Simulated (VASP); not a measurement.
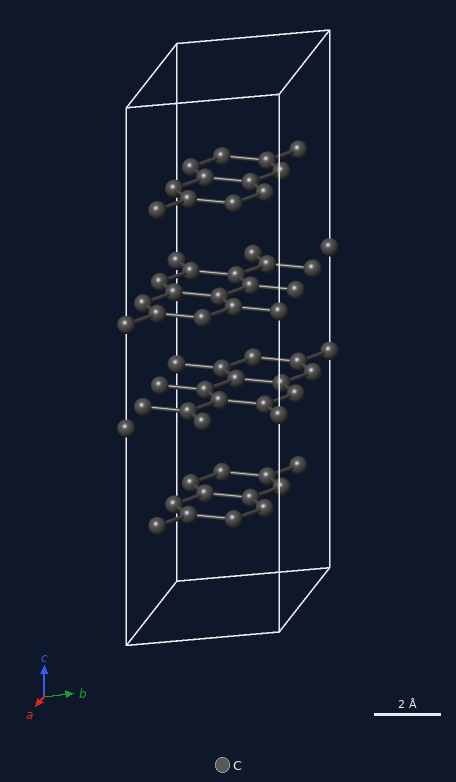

*The starting structure (ball-and-stick view of the 3 × 2 repeat of the cell, with the vacuum cut short, seen slightly off an axis).*

Near neighbours in the crystal (not all of them lie inside the picture): C has 3 C at 1.42 Å.

**Run report: C, geometry relaxation (part 1 of 3)**

The run: geometry relaxation of C (slab, 8 atoms in the cell). Method and program: Kohn-Sham DFT of a periodic cell, PBE with D3(BJ), VASP PAW PBE potentials, recommended, no spin polarisation (VASP 6.6.1).

The structure derives from an entry of the Crystallography Open Database. It belongs to a series of runs on one base structure; here: the (0 0 1) slab of C, cut from the database cell, not relaxed.

**OSZICAR**
```
N       E                     dE             d eps       ncg     rms          rms(c)
DAV:   1     0.218851735596E+03    0.21885E+03   -0.14930E+04   806   0.130E+03
DAV:   2    -0.574075108861E+02   -0.27626E+03   -0.26456E+03  1179   0.294E+02
DAV:   3    -0.780288339676E+02   -0.20621E+02   -0.20454E+02   948   0.872E+01
DAV:   4    -0.785432555190E+02   -0.51442E+00   -0.51305E+00   988   0.164E+01
DAV:   5    -0.785639186647E+02   -0.20663E-01   -0.20653E-01  1082   0.297E+00    0.128E+01
DAV:   6    -0.748464606071E+02    0.37175E+01   -0.37181E+00   918   0.107E+01    0.749E+00
DAV:   7    -0.736103279077E+02    0.12361E+01   -0.45979E+00   928   0.119E+01    0.192E+00
DAV:   8    -0.736093353006E+02    0.99261E-03   -0.16890E-01   976   0.237E+00    0.155E-01
DAV:   9    -0.736102771181E+02   -0.94182E-03   -0.54347E-03   956   0.131E+00    0.163E-01
DAV:  10    -0.736076791501E+02    0.25980E-02   -0.23720E-03  1014   0.731E-01    0.801E-02
DAV:  11    -0.736069161010E+02    0.76305E-03   -0.21123E-03  1000   0.627E-01    0.102E-01
DAV:  12    -0.736065543936E+02    0.36171E-03   -0.11349E-03   923   0.662E-01    0.707E-02
DAV:  13    -0.736065812442E+02   -0.26851E-04   -0.41082E-04   963   0.508E-01    0.579E-02
DAV:  14    -0.736065298636E+02    0.51381E-04   -0.53719E-04   878   0.270E-01    0.118E-02
DAV:  15    -0.736066327995E+02   -0.10294E-03   -0.16567E-04   928   0.116E-01    0.186E-02
DAV:  16    -0.736067928220E+02   -0.16002E-03   -0.25834E-05   981   0.212E-01    0.346E-02
DAV:  17    -0.736069439759E+02   -0.15115E-03   -0.25964E-05  1352   0.256E-01    0.297E-02
DAV:  18    -0.736069802104E+02   -0.36234E-04   -0.22765E-05  1038   0.936E-02    0.106E-02
DAV:  19    -0.736070457829E+02   -0.65572E-04   -0.12979E-05  1149   0.803E-02    0.989E-03
DAV:  20    -0.736071332473E+02   -0.87464E-04   -0.22630E-05   948   0.379E-02    0.833E-03
DAV:  21    -0.736071397283E+02   -0.64810E-05   -0.28215E-06  1018   0.133E-02    0.512E-03
DAV:  22    -0.736071498448E+02   -0.10116E-04   -0.18318E-07   763   0.146E-02    0.256E-03
DAV:  23    -0.736071638090E+02   -0.13964E-04   -0.19062E-06   903   0.888E-03    0.166E-03
DAV:  24    -0.736071640406E+02   -0.23167E-06   -0.44394E-08   654   0.176E-03    0.134E-03
DAV:  25    -0.736071653072E+02   -0.12665E-05   -0.38521E-08   604   0.232E-03    0.694E-04
DAV:  26    -0.736071669784E+02   -0.16712E-05   -0.66125E-08   671   0.127E-03    0.346E-04
DAV:  27    -0.736071671300E+02   -0.15158E-06   -0.90642E-09   634   0.903E-04    0.136E-04
DAV:  28    -0.736071673425E+02   -0.21250E-06   -0.96874E-09   594   0.676E-04    0.139E-04
DAV:  29    -0.736071673760E+02   -0.33559E-07   -0.15118E-09   644   0.260E-04
   1 F= -.74712602E+02 E0= -.74712210E+02  d E =-.747126E+02
       N       E                     dE             d eps       ncg     rms          rms(c)
DAV:   1    -0.736338027013E+02   -0.26635E-01   -0.12612E+01   833   0.271E+01    0.569E-01
DAV:   2    -0.736367159518E+02   -0.29133E-02   -0.43192E-02   947   0.137E+00    0.385E-01
DAV:   3    -0.736375835221E+02   -0.86757E-03   -0.16499E-03  1001   0.891E-01    0.125E-01
DAV:   4    -0.736378422467E+02   -0.25872E-03   -0.15765E-03   971   0.120E+00    0.126E-01
DAV:   5    -0.736362135499E+02    0.16287E-02   -0.41516E-04  1003   0.557E-01    0.217E-02
DAV:   6    -0.736362434938E+02   -0.29944E-04   -0.21219E-04  1022   0.154E-01    0.200E-02
DAV:   7    -0.736362472737E+02   -0.37799E-05   -0.46859E-05   918   0.129E-01    0.155E-02
DAV:   8    -0.736362545108E+02   -0.72371E-05   -0.60179E-06  1003   0.131E-01    0.199E-02
DAV:   9    -0.736362381433E+02    0.16367E-04   -0.28954E-06  1105   0.100E-01    0.567E-03
DAV:  10    -0.736362380890E+02    0.54321E-07   -0.40775E-06   929   0.276E-02    0.190E-03
DAV:  11    -0.736362382862E+02   -0.19715E-06   -0.16372E-06   968   0.998E-03    0.117E-03
DAV:  12    -0.736362382872E+02   -0.10232E-08   -0.68404E-08   637   0.246E-03
   2 F= -.74741675E+02 E0= -.74741284E+02  d E =-.290732E-01
       N       E                     dE             d eps       ncg     rms          rms(c)
DAV:   1    -0.736521598903E+02   -0.15922E-01   -0.17737E+00   828   0.995E+00    0.215E-01
DAV:   2    -0.736524761196E+02   -0.31623E-03   -0.51783E-03   982   0.489E-01    0.145E-01
DAV:   3    -0.736543109518E+02   -0.18348E-02   -0.44316E-04  1144   0.950E-01    0.133E-01
DAV:   4    -0.736523919918E+02    0.19190E-02   -0.32187E-04   967   0.608E-01    0.233E-02
DAV:   5    -0.736524146976E+02   -0.22706E-04   -0.17178E-04   971   0.159E-01    0.179E-02
DAV:   6    -0.736524141066E+02    0.59105E-06   -0.60001E-05   943   0.650E-02    0.108E-02
DAV:   7    -0.736524144754E+02   -0.36876E-06   -0.56820E-06  1037   0.148E-02    0.103E-02
DAV:   8    -0.736524161809E+02   -0.17055E-05   -0.20498E-07   771   0.155E-02    0.108E-02
DAV:   9    -0.736524160734E+02    0.10751E-06   -0.43885E-06  1357   0.618E-02    0.110E-02
DAV:  10    -0.736524136607E+02    0.24127E-05   -0.27830E-06   946   0.482E-02    0.619E-03
DAV:  11    -0.736524130316E+02    0.62912E-06   -0.14201E-06   949   0.161E-02    0.306E-03
DAV:  12    -0.736524129742E+02    0.57337E-07   -0.21173E-07   690   0.711E-03
   3 F= -.74757826E+02 E0= -.74757435E+02  d E =-.452243E-01
       N       E                     dE             d eps       ncg     rms          rms(c)
DAV:   1    -0.736523944951E+02    0.18536E-04   -0.19867E-03   918   0.330E-01    0.695E-03
DAV:   2    -0.736523947115E+02   -0.21646E-06   -0.59166E-06   997   0.162E-02    0.463E-03
DAV:   3    -0.736523954286E+02   -0.71708E-06   -0.32013E-07   785   0.142E-02    0.340E-03
DAV:   4    -0.736523949818E+02    0.44680E-06   -0.17911E-07   743   0.212E-02    0.214E-03
DAV:   5    -0.736523948479E+02    0.13389E-06   -0.43415E-08   599   0.817E-03    0.277E-04
DAV:   6    -0.736523948943E+02   -0.46353E-07   -0.57960E-08   634   0.163E-03
   4 F= -.74757809E+02 E0= -.74757417E+02  d E =-.452066E-01
       N       E                     dE             d eps       ncg     rms          rms(c)
DAV:   1    -0.736524268152E+02   -0.31967E-04   -0.45764E-03   848   0.496E-01    0.111E-02
DAV:   2    -0.736524274730E+02   -0.65786E-06   -0.17763E-05   968   0.295E-02    0.737E-03
DAV:   3    -0.736524323999E+02   -0.49268E-05   -0.10007E-06   881   0.427E-02    0.102E-02
DAV:   4    -0.736524271784E+02    0.52215E-05   -0.77754E-07   840   0.465E-02    0.186E-03
DAV:   5    -0.736524276503E+02   -0.47188E-06   -0.49245E-07   863   0.826E-03    0.677E-04
DAV:   6    -0.736524276610E+02   -0.10700E-07   -0.12010E-07   707   0.230E-03
   5 F= -.74757824E+02 E0= -.74757433E+02  d E =-.156844E-04
       N       E                     dE             d eps       ncg     rms          rms(c)
DAV:   1    -0.736524261042E+02    0.15461E-05   -0.42037E-04   878   0.150E-01    0.371E-03
DAV:   2    -0.736524260927E+02    0.11430E-07   -0.16172E-06   952   0.974E-03    0.250E-03
DAV:   3    -0.736524271264E+02   -0.10336E-05   -0.18049E-07   701   0.211E-02    0.489E-03
DAV:   4    -0.736524259026E+02    0.12238E-05   -0.11398E-07   688   0.187E-02    0.288E-04
DAV:   5    -0.736524260913E+02   -0.18865E-06   -0.12030E-07   646   0.229E-03    0.292E-04
DAV:   6    -0.736524261123E+02   -0.21008E-07   -0.14767E-08   659   0.867E-04
   6 F= -.74757828E+02 E0= -.74757436E+02  d E =-.193061E-04
```

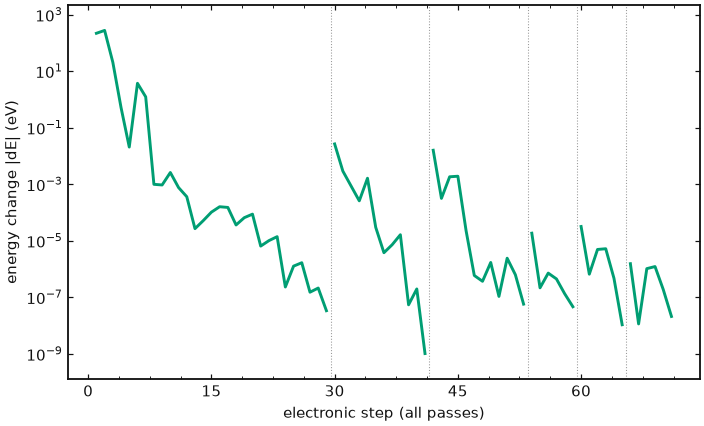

*Convergence of the self-consistent field: energy change |dE| against the electronic step. Each stretch between dotted lines is the SCF of one geometry step of a relaxation.*

The 6 ionic steps take 6 to 29 electronic steps each. The density is held fixed in the first few steps, and dE rises again when its update begins.

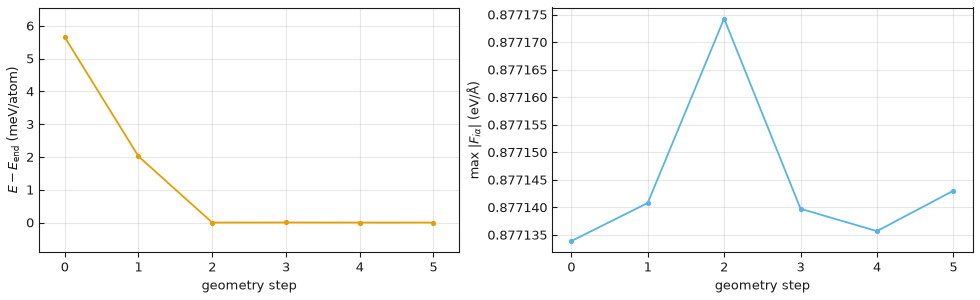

*Progress of the relaxation, step by step (steps are counted from 0).*

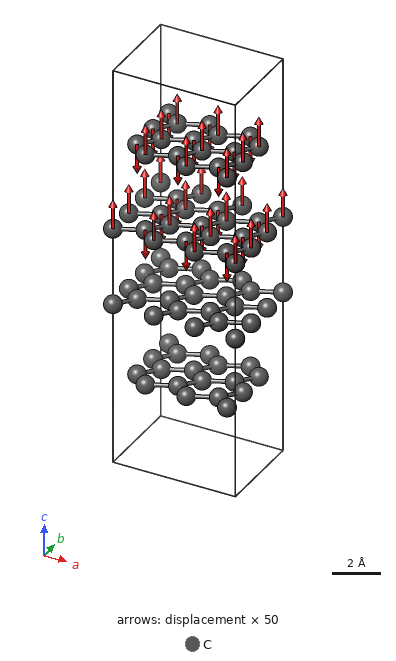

*The starting structure with the displacements as red arrows, magnified 50 times (ball-and-stick view of the 3 × 3 repeat of the cell, with the vacuum cut short, seen slightly off an axis).*

After 5 geometry steps the energy has fallen by 5.7 meV per atom. The largest force component goes from 0.88 to 0.88 eV/Å. The largest moves, 0.027 Å, are those of C6, C7 and C8. The cell doesn't change. (Atoms are counted from 1 in the order of the input.)

**Parts of OUTCAR**
```
SYSTEM = C
   PREC = Accurate
   ENCUT = 520
   EDIFF = 1E-7
   ISMEAR = 0
   LREAL = .FALSE.
   LASPH = .TRUE.
   NELM = 100
   ISIF = 2
   GGA = PE
   IVDW = 12
   IBRION = 2
   NSW = 60
   EDIFFG = -0.005
 IVDW          = 12
 VDW_S6        =  1.00000000  s6, scaling of the dipole-dipole dispersion
 VDW_S8        =  0.78750002  s8, scaling of the dipole-quadrupole dispersion
 VDW_A1        =  0.42890000  a1, scaling of the critical radii
 VDW_A2        =  4.44070005  a2, offset of the critical radii
 VDW_RADIUS    = 50.20216178  two-body interaction cutoff (in Angstroms)
 VDW_CNRADIUS  = 21.16708996  CN, coordination number cutoff (in Angstroms)

 ion  position               nearest neighbor table
   1  0.667  0.333  0.299-   2 1.42   2 1.42   2 1.42
   2  0.333  0.667  0.301-   1 1.42   1 1.42   1 1.42
   3  0.333  0.667  0.432-   4 1.42   4 1.42   4 1.42
   4  0.000  0.000  0.434-   3 1.42   3 1.42   3 1.42
   5  0.000  0.000  0.566-   6 1.42   6 1.42   6 1.42
   6  0.667  0.333  0.568-   5 1.42   5 1.42   5 1.42
   7  0.667  0.333  0.699-   8 1.42   8 1.42   8 1.42
   8  0.333  0.667  0.701-   7 1.42   7 1.42   7 1.42

  LATTYP: Found a hexagonal cell.
 ALAT       =     2.4560526929
 C/A-ratio  =    10.2174455638

  Lattice vectors:

 A1 = (   2.4560526929,   0.0000000000,   0.0000000000)
 A2 = (  -1.2280263465,   2.1270040252,   0.0000000000)
 A3 = (   0.0000000000,   0.0000000000,  25.0945846916)

Analysis of symmetry for initial positions (statically):
=====================================================================
 Subroutine PRICEL returns:
 Original cell was already a primitive cell.

 Routine SETGRP: Setting up the symmetry group for a
 hexagonal supercell.

 Subroutine GETGRP returns: Found 12 space group operations
 (whereof 12 operations were pure point group operations)
 out of a pool of 24 trial point group operations.

The static configuration has the point symmetry D_3d.

Analysis of symmetry for dynamics (positions and initial velocities):
=====================================================================
 Subroutine PRICEL returns:
 Original cell was already a primitive cell.

 Routine SETGRP: Setting up the symmetry group for a
 hexagonal supercell.

 Subroutine GETGRP returns: Found 12 space group operations
 (whereof 12 operations were pure point group operations)
 out of a pool of 24 trial point group operations.

The dynamic configuration has the point symmetry D_3d.

Analysis of constrained symmetry for selective dynamics:
=====================================================================
 Subroutine PRICEL returns:
 Original cell was already a primitive cell.

 Routine SETGRP: Setting up the symmetry group for a
 hexagonal supercell.

 Subroutine GETGRP returns: Found  6 space group operations
 (whereof  6 operations were pure point group operations)
 out of a pool of 24 trial point group operations.

The constrained configuration has the point symmetry C_3v.

 Subroutine INISYM returns: Found  6 space group operations
 (whereof  6 operations are pure point group operations),
 and found     1 'primitive' translations

----------------------------------------------------------------------------------------

                                     Primitive cell

  volume of cell :     131.0950

  direct lattice vectors                    reciprocal lattice vectors
     2.456052693  0.000000000  0.000000000     0.407157388  0.235072428  0.000000000
    -1.228026347  2.127004025  0.000000000     0.000000000  0.470144855  0.000000000
     0.000000000  0.000000000 25.094584692     0.000000000  0.000000000  0.039849235

  length of vectors
     2.456052693  2.456052693 25.094584692     0.470144855  0.470144855  0.039849235

  position of ions in fractional coordinates (direct lattice)
     0.666666667  0.333333333  0.298869262
     0.333333333  0.666666667  0.301003275
     0.333333333  0.666666667  0.432245083
     0.000000000  0.000000000  0.434379096
     0.000000000  0.000000000  0.565620904
     0.666666667  0.333333333  0.567754917
     0.666666667  0.333333333  0.698996725
     0.333333333  0.666666667  0.701130738

  ion indices of the primitive-cell ions
   primitive index   ion index
                 1           1
                 2           2
                 3           3
                 4           4
                 5           5
                 6           6
                 7           7
                 8           8

----------------------------------------------------------------------------------------

 KPOINTS: Automatic mesh

Automatic generation of k-mesh.
 Grid dimensions read from file:
 generate k-points for:   12   12    1

 Generating k-lattice:

  Cartesian coordinates                     Fractional coordinates (reciprocal lattice)
     0.033929782  0.019589369  0.000000000     0.083333333 -0.000000000  0.000000000
     0.000000000  0.039178738  0.000000000     0.000000000  0.083333333  0.000000000
     0.000000000  0.000000000  0.039849235     0.000000000  0.000000000  1.000000000

  Length of vectors
     0.039178738  0.039178738  0.039849235

  Shift w.r.t. Gamma in fractional coordinates (k-lattice)
     0.000000000  0.000000000  0.000000000

 Subroutine IBZKPT returns following result:
 ===========================================

 Found     19 irreducible k-points:
```
